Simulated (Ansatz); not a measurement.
## MgS: GW calculation

- system: MgS (2 atoms in the cell)
- method: DFT, PBE, plane waves, PAW, no spin polarisation (Ansatz 0.2.0)

The structure derives from an entry of the Crystallography Open Database. The geometry comes from this level: r2SCAN. It belongs to a series of runs on one base structure; here: G0W0 settings.

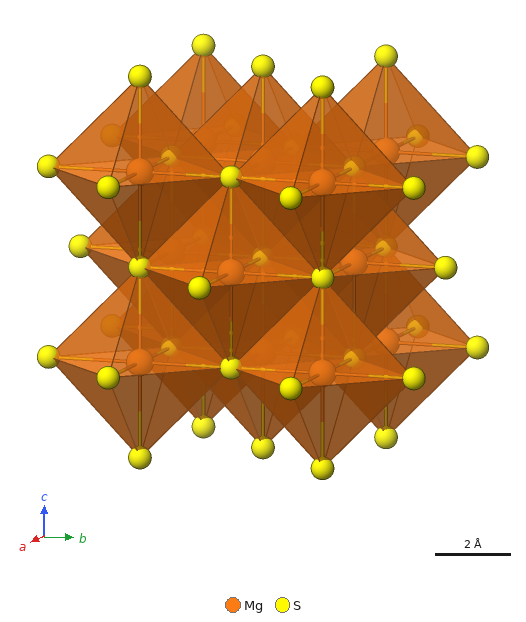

Fig. 1: The structure as given in the input (polyhedral view of the cell 4 times as large as that of the calculation, set on its symmetry axes, seen slightly off an axis; polyhedra are completed across the faces of the cell). An atom can appear more than once, as a periodic image.

**The input**
```yaml
crystal:
  lattice:
    - [0.0, 2.6015177399, 2.6015177399]
    - [2.6015177399, 0.0, 2.6015177399]
    - [2.6015177399, 2.6015177399, 0.0]
  atoms:
    - { symbol: Mg, position: [0.0, 0.0, 0.0] }
    - { symbol: S, position: [0.5, 0.5, 0.5] }
kpoints:
  mp_grid: { grid: [4, 4, 4] }
hamiltonian:
  xc: pbe
scf:
  occupations: { method: fixed }
gw:
  n_empty_bands: 45
  ecut_chi: 120
  qp_bands: [v1, c1]
  qp_kpoints: band_edges
  screening: { model: contour_deformation }
```

Run on 4 threads of Arm Neoverse V2, 24 GiB of memory available, shared host.

Run as:
```bash
ansatz run input.yaml --threads 4 --pin off --max-ram 3686MiB --backend cpu --events-out ev --progress --plain --runs-dir out
```

**Log**
```
Engine: ansatz 0.2.0, aarch64-unknown-linux-gnu
Pseudopotentials: kind: paw
Pseudopotential: Mg, paw, valence charge 10, recommended cutoff 420 eV (normal), Mg.paw.azcp
Pseudopotential: S, paw, valence charge 6, recommended cutoff 420 eV (normal), S.paw.azcp
Functional definition: PBE
  parameter kappa = 0.804
  parameter beta = 0.06672455060314922
  exchange = pbe_x(kappa = kappa, mu = beta*pi^2/3)
  correlation = pbe_c(beta = beta)
Crystal: 2 atoms, lattice volume = 35.214 Å³
Basis set: ecut = 420 eV, 701 PW (Γ)
Bands: 12, of which v1, the nominal top of the filled ones, is band 8 counted from 1 (7 counted from 0)
Symmetry: 48 space group operations
Space group: Fm-3m (ITA 225), of the structure as read, at distance tolerance 3.3e-5 Å
k-points: 8 of 64
Non-local potential: Mg, projectors of the file, l = 0: 3, l = 1: 2, l = 2: 1
Non-local potential: S, projectors of the file, l = 0: 2, l = 1: 2, l = 2: 2
PAW form: soft (Blöchl's): semilocal exchange-correlation on the pseudo side does not see the compensation charge
PAW one-centre angular grid: Mg, 110 points (default); XC on 64 Gauss nodes
PAW one-centre angular grid: S, 110 points (default); XC on 64 Gauss nodes
Initial density: superposition of atomic densities (neutral atoms: chi_scale 0, normalization atom), corrected by the library's trained network
Initial wavefunctions: pseudopotential atomic-orbital guess
Functional: x = pbe(κ = 0.804, μ = 0.2195149727645171), c = pbe(β = 0.06672455060314922)
SCF iter   1: F=—  HF=-2828.699810 eV  |F-HF|=—  |Δ(HF+E_count)|=         —  Δρ=1.25e-3  dr2=9.26e-4  ethr=1.77e-3  ⟨swp⟩=5.2  Hψ=520  notcnv=0  defer=6
preconditioner: auto → none  [insulator: Δε(μ)=2.783 eV  Ē_g=11.723 eV  n_scr=8 (ndim 8)  ℏωp=17.7 eV  f_vac=0.000  ε∞_Penn≈3.3]
SCF iter   2: F=—  HF=-2828.699273 eV  |F-HF|=—  |Δ(HF+E_count)|=   5.38e-4  Δρ=4.80e-4  dr2=1.12e-4  ethr=5.79e-6  ⟨swp⟩=2.0  Hψ=212  notcnv=0  defer=13
SCF iter   3: F=—  HF=-2828.699242 eV  |F-HF|=—  |Δ(HF+E_count)|=   3.02e-5  Δρ=1.44e-4  dr2=6.91e-6  ethr=7.01e-7  ⟨swp⟩=2.0  Hψ=122  notcnv=0  defer=10
SCF iter   4: F=—  HF=-2828.699263 eV  |F-HF|=—  |Δ(HF+E_count)|=   2.08e-5  Δρ=7.17e-5  dr2=2.78e-6  ethr=4.32e-8  ⟨swp⟩=2.0  Hψ=128  notcnv=0  defer=1
SCF iter   5: F=—  HF=-2828.699263 eV  |F-HF|=—  |Δ(HF+E_count)|=   4.95e-7  Δρ=4.14e-5  dr2=9.69e-7  ethr=1.74e-8  ⟨swp⟩=1.0  Hψ=96  notcnv=0  defer=1
SCF iter   6: F=—  HF=-2828.699262 eV  |F-HF|=—  |Δ(HF+E_count)|=   2.75e-7  Δρ=1.63e-5  dr2=1.53e-7  ethr=6.06e-9  ⟨swp⟩=2.0  Hψ=115  notcnv=0  defer=1
SCF iter   7: F=-2828.699262 eV  HF=-2828.699262 eV  |F-HF|=5.25e-9  |Δ(HF+E_count)|=   4.93e-8  Δρ=3.56e-6  dr2=7.43e-9  ethr=6.25e-10  ⟨swp⟩=4.4  Hψ=359  notcnv=0
SCF 1 converged in 7 iterations: F = -2828.699262 eV  dr2 = 7.43e-9
  greatest PAW one-centre occupation: 1.000 electrons in one spin orbital (limit 2), on the Mg atom at site 0 (counted from 0), in its partial waves of l = 0
NSCF: frozen V_eff on 8 k-points
G₀W₀ screening: q 1/8
G₀W₀ screening: q 2/8 (q-point 5)
G₀W₀ screening: q 3/8 (q-point 6)
G₀W₀ screening: q 4/8 (q-point 2)
G₀W₀ screening: q 5/8 (q-point 4)
G₀W₀ screening: q 6/8 (q-point 8)
G₀W₀ screening: q 7/8 (q-point 3)
G₀W₀ screening: q 8/8 (q-point 7)
G₀W₀ self-energy: k 1/5
G₀W₀ self-energy: k 2/5
G₀W₀ self-energy: k 3/5
G₀W₀ self-energy: k 4/5
G₀W₀ self-energy: k 5/5
NSCF: frozen V_eff on 1 k-points
SCF converged after 7 iterations
Free energy (F): -2828.699262 eV
Harris-Foulkes:  -2828.699262 eV  (|F-HF|=5.25e-9)
Internal energy: -2828.699262 eV  (E = F + TS)
E sigma→0 (E₀):  -2828.699262 eV
Fermi energy:    6.419075 eV
--- Per-component energies (eV) ---
  E_band       = -331.740629
  E_kinetic    = 185.571581
  E_local      = -1665.968930  (includes V_loc(G=0)·N_el)
  E_nonlocal   = 123.357055
  E_hartree    = 593.043014
  E_xc         = -127.814624
  E_vxc        = -127.124968  (∫ρ·V_xc dr)
  E_paw        = -893.094274  (= ΣΔE_a)
  E_vpaw       = -33.661071  (= ΣTr[D̂ρ^β])
  E_aug_tail   = -0.000002  (compensation charges beyond the density's cutoff)
  E_ewald      = -1043.793083
  E_smearing   = -0.000000  (= −TS)
  E_closure    = -0.000000  (closes the sum)
  Σ components = -2828.699262   (vs F -2828.699262, Δ=0.00e0)
--- Band table (eV; the first three rows and the last of 8) ---
  k-point 0: bands = ["-68.3523", "-35.1039", "-35.1039", "-35.1039", "-6.2488", "6.4191", "6.4191", "6.4191", "10.1314", "14.3174", "14.3174", "14.3174"]
  k-point 1: bands = ["-68.3522", "-35.1072", "-35.1043", "-35.1043", "-5.6843", "3.6083", "6.0967", "6.0967", "11.3687", "14.1931", "14.1931", "14.7024"]
  k-point 2: bands = ["-68.3520", "-35.1104", "-35.1048", "-35.1048", "-4.9312", "1.5810", "5.8276", "5.8276", "10.9517", "13.2907", "13.2907", "16.5361"]
  k-point 7: bands = ["-68.3519", "-35.1080", "-35.1080", "-35.1064", "-4.5193", "3.1898", "3.1898", "4.0563", "11.6555", "14.3404", "14.3404", "14.4600"]
--- G₀W₀: contour deformation, 6 samples at zero and on the imaginary axis and 1 off it, 64 q-points, 45 empty bands' worth ---
  eigenvalues of the whole cell's RPA ε∞ on this k-mesh (on a slab, of 1 + 4πα/V) = 6.1134, 6.1134, 6.1134; static W/v taken at q = 0 is 0.163574
  bands read: the sum over 53 bands ends inside a degenerate multiplet in 3 slots, whose members it reads at an even weight; the widest, k=1: bands 53 to 54 (counted from 1) at 1/2 each
  gw.qp_kpoints: band_edges: 5 of 8 stored k-points solved, in 1 pass; an edge of the gap read off the rows below is read off those points alone
    valence top: of the k-points left out ik 5 came nearest to being solved in a further pass, in band 8 (counted from 1, as in the quasiparticle table): it holds the edge there only if its correction is more favourable than any solved in that band by at least 0.631 eV; those differ by 0.178 eV
    conduction bottom: of the k-points left out ik 3 came nearest to being solved in a further pass, in band 9 (counted from 1, as in the quasiparticle table): it holds the edge there only if its correction is more favourable than any solved in that band by at least 2.135 eV; those differ by 0.108 eV
    ik  band        ε_KS         Σx   Σc(E_QP)       V_xc       Z   E_QP_lin       E_QP  E_QP is
     0     8      6.4191   -18.5075     2.3567   -15.5068  0.7743     5.7708     5.7750  root
     0     9     10.1314    -8.3353    -4.0355   -13.0298  0.8030    10.7946    10.7904  root
     1     8      6.0967   -18.2299     2.4218   -15.1287  0.7729     5.4123     5.4173  root
     1     9     11.3687    -6.7611    -4.0760   -11.4550  0.8030    11.9905    11.9866  root
     2     8      5.8276   -18.0841     2.5019   -14.8710  0.7713     5.1106     5.1163  root
     2     9     10.9517    -6.0702    -3.9319   -10.5527  0.8077    11.5052    11.5023  root
     4     8      5.2140   -17.8080     2.6415   -14.3938  0.7681     4.4340     4.4413  root
     4     9     10.8094    -6.1831    -3.9469   -10.7863  0.8060    11.4701    11.4658  root
     6     8      4.7356   -17.7433     2.7926   -14.1289  0.7645     3.9049     3.9139  root
     6     9      9.1851    -6.7504    -3.6912   -11.0826  0.8096     9.8297     9.8261  root
```

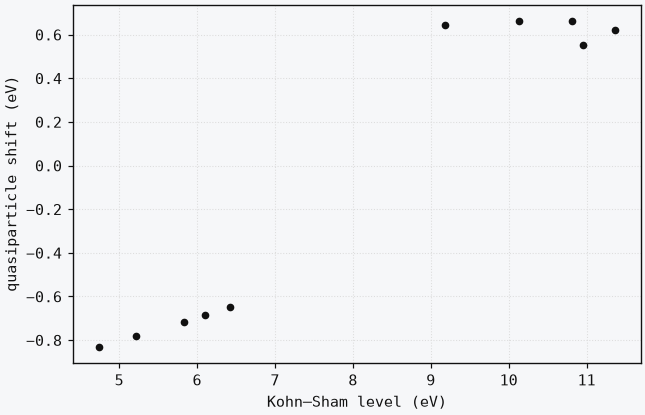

Fig. 2: Quasiparticle corrections (linearised) against the Kohn–Sham levels, for the bands and k-points computed. On this mesh the gap goes from 2.77 to 4.05 eV.

**Summary**

- outcome: converged
- space group (tolerance 0.01 Å): Fm-3m (225)
- electrons treated: 16
- free energy: −2828.6993 eV
- Fermi energy: 6.419 eV
- gap on the k-point mesh: 2.77 eV
- quasiparticle gap on the mesh: 4.05 eV
- wall time: 1.1 s (CPU time 3.3 s)
- peak memory: 0.27 GiB

**Remarks**

Settings chosen away from the usual ones: G0W0 settings. The GW levels are not extrapolated in basis or mesh.
